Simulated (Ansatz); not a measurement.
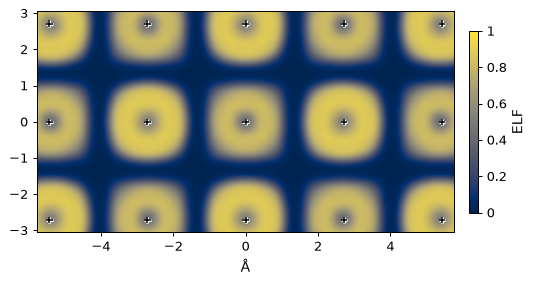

The electron localisation function on a plane through atoms (crosses mark nuclei in the plane).

The calculation used DFT PBE, scalar-relativistic, plane waves, PAW in Ansatz 0.2.0.

Candidates:
A. TiAl₃, a = 3.85 Å, b = 3.85 Å, c = 8.62 Å, α = 90.00°, β = 90.00°, γ = 90.00°. Space group I4/mmm; a structure from a database of computed crystals, not necessarily the ambient phase; computed without spin polarisation.
B. Al, a = 4.90 Å, b = 4.91 Å, c = 5.02 Å, α = 80.55°, β = 70.77°, γ = 60.08°. Space group C2/m; a structure from a database of computed crystals, not necessarily the ambient phase.
C. KF, a = 5.42 Å, b = 5.42 Å, c = 5.42 Å, α = 90.00°, β = 90.00°, γ = 90.00°. Space group Fm-3m; a structure from a database of computed crystals, not necessarily the ambient phase.

Which candidate gave the map?

Candidate C: KF on the (001) plane of the conventional cell, which holds K and F. K–F (2.71 Å): the ELF is about 0 at the midpoint: a closed-shell, largely ionic contact.
